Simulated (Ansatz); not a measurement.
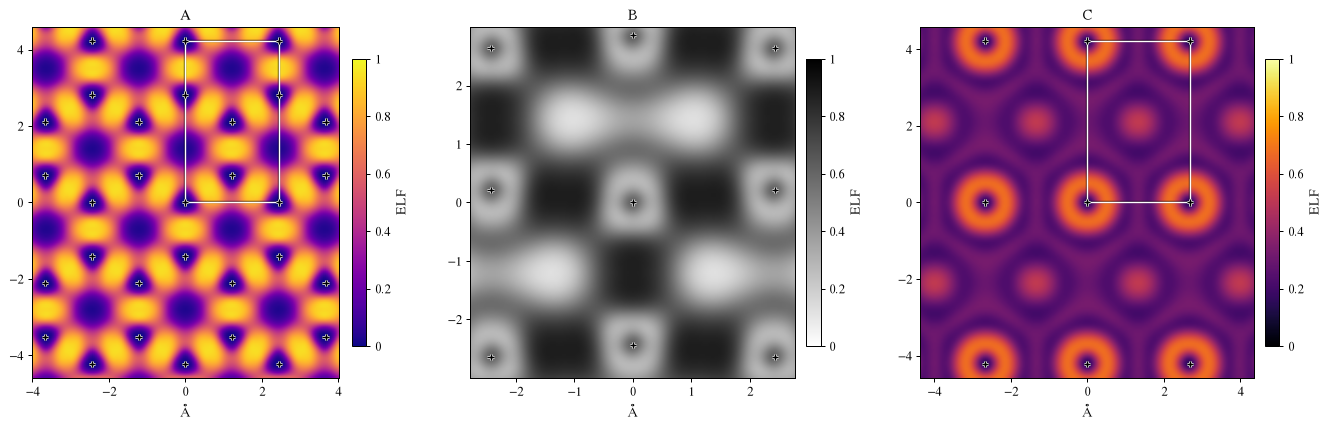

The electron localisation function of 3 systems, each on a plane through atoms (crosses mark nuclei in the plane).

The calculation used DFT LDA, scalar-relativistic, plane waves, PAW in Ansatz 0.2.0.

System 1: C, the (001) plane of the conventional cell. Space group Fmmm; a structure from a database of computed crystals, not necessarily the ambient phase.

```
CELL_PARAMETERS angstrom
2.44555 0.00000 0.00000
0.00000 4.23347 0.00000
0.00000 0.00000 6.73532
ATOMIC_POSITIONS crystal
C 0.50000 0.66670 0.50000
C 0.00000 0.83330 0.50000
C 0.50000 0.16670 0.00000
C 0.00000 0.33330 0.00000
C 0.00000 0.66670 0.00000
C 0.50000 0.83330 0.00000
C 0.00000 0.16670 0.50000
C 0.50000 0.33330 0.50000
```

System 2: Ru, the (010) plane of the conventional cell. Space group P6₃/mmc; a structure from a database of computed crystals, not necessarily the ambient phase; computed without spin polarisation.

```yaml
crystal:
  lattice:
    - [2.67389, 0.00000, 0.00000]
    - [-1.33694, 2.31565, 0.00000]
    - [0.00000, 0.00000, 4.22640]
  atoms:
    - { symbol: Ru, position: [0.33333, 0.66667, 0.25000] }
    - { symbol: Ru, position: [0.66667, 0.33333, 0.75000] }
```

System 3: Si, the (001) plane of the conventional cell. Space group Fmmm; a structure from a database of computed crystals, not necessarily the ambient phase.

```
Si
1.0
     4.86402    0.00000    0.00000
     0.00000    5.29471    0.00000
     0.00000    0.00000    9.17718
Si
16
Direct
  0.50000 0.22972 0.00000
  0.00000 0.72972 0.00000
  0.00000 0.22972 0.50000
  0.50000 0.72972 0.50000
  0.00000 0.27028 0.00000
  0.50000 0.77028 0.00000
  0.50000 0.27028 0.50000
  0.00000 0.77028 0.50000
  0.50000 0.00000 0.27443
  0.00000 0.50000 0.27443
  0.00000 0.00000 0.77443
  0.50000 0.50000 0.77443
  0.00000 0.00000 0.22557
  0.50000 0.50000 0.22557
  0.50000 0.00000 0.72557
  0.00000 0.50000 0.72557
```

> Which map belongs to which system?

Panel A is system 1, C: the plane holds C. C–C (1.41 Å): the ELF peaks at about 0.95 between the atoms. Panel B is system 3, Si: the plane holds Si. Si–Si (2.43 Å): the ELF peaks at about 0.90 between the atoms. Panel C is system 2, Ru: the plane holds Ru. Ru–Ru (2.67 Å): the ELF is about 0.30 at the midpoint.
